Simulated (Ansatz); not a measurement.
```yaml
crystal:
  lattice:
    - [4.78000, 0.00000, 0.00000]
    - [-2.39000, 4.13960, 0.00000]
    - [0.00000, 0.00000, 6.56400]
  atoms:
    - { symbol: Ta, position: [0.00000, 0.50000, 0.16667] }
    - { symbol: Ta, position: [0.50000, 0.50000, 0.83333] }
    - { symbol: Ta, position: [0.50000, 0.00000, 0.50000] }
    - { symbol: Si, position: [0.33330, 0.16665, 0.16667] }
    - { symbol: Si, position: [0.16665, 0.83335, 0.83333] }
    - { symbol: Si, position: [0.83335, 0.66670, 0.50000] }
    - { symbol: Si, position: [0.66670, 0.83335, 0.16667] }
    - { symbol: Si, position: [0.83335, 0.16665, 0.83333] }
    - { symbol: Si, position: [0.16665, 0.33330, 0.50000] }
```

Space group P6₂22; not relaxed (largest force 0.8 eV/Å); computed pressure about 3 GPa in this cell.

All numbers below come from Kohn-Sham DFT of a periodic cell, PBE, Ansatz PAW (Ansatz).

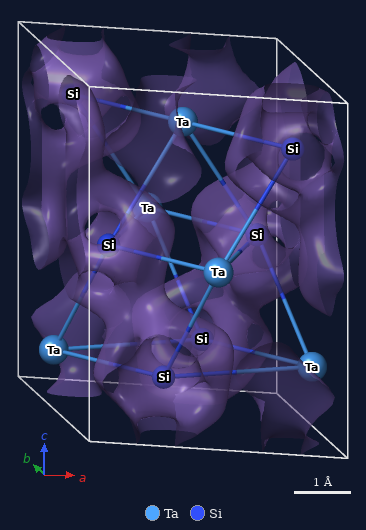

TaSi2. Isosurface of the electron localisation function at 0.6 (purple), seen slightly off an axis. Core shells and regions of very low density are left out. Sticks mark near contacts.

In a PAW calculation such maps are meaningful between the atoms, not at the nuclei.

> Identify the bonds, lone pairs and shells in this picture.

The ELF exceeds this value in channels that run through the cell in one direction, counted in one cell of 9 atoms. Regions shared between cells count once.

Values along the shortest contacts:
Ta–Si (2.59 Å): the ELF peaks at about 0.75 in the valence shell of Si, 0.9 Å from its nucleus, and is about 0.40 at the midpoint. Ta–Si (2.76 Å): the ELF peaks at about 0.75 in the valence shell of Si, 0.9 Å from its nucleus, and is about 0.40 at the midpoint.
